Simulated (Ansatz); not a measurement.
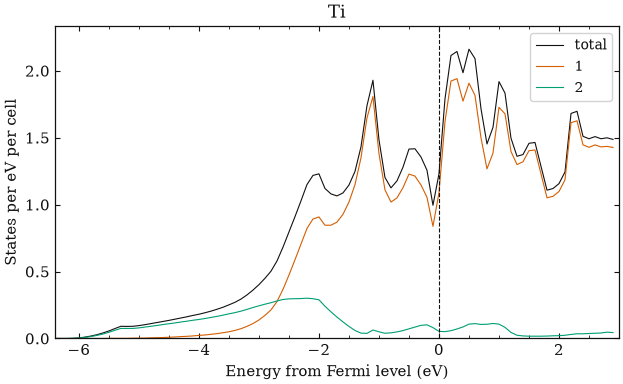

Density of states. Energies are counted from the Fermi level. The partial curves are projected on Löwdin-orthogonalised atomic shells.

Structure: Ti, space group Fm-3m, 1 atom in the cell; a = 2.87 Å, b = 2.87 Å, c = 2.87 Å, α = 60.00°, β = 60.00°, γ = 60.00°.

Method: DFT PBE+U, scalar-relativistic, plane waves, PAW, Ueff = 0.51 eV on Ti d, no spin polarisation, 6×6×6 k mesh (Ansatz 0.2.0).

Question: Assign each number in the legend. The candidates: Ti 3d, Ti 4s.

Answer: 1 is Ti 3d; 2 is Ti 4s.

Question: Metal or insulator, and how many states lie at the Fermi level?

Answer: It is a metal. The density of states at the Fermi level isn't well fixed here: it changes fast, and within 0.3 eV it runs from 0.99 to 2.1 per eV and cell.

The run may have settled in a state above the lowest, so this need not be the ground state. The k mesh is coarse, so the curve is spiky and fine features aren't converged.
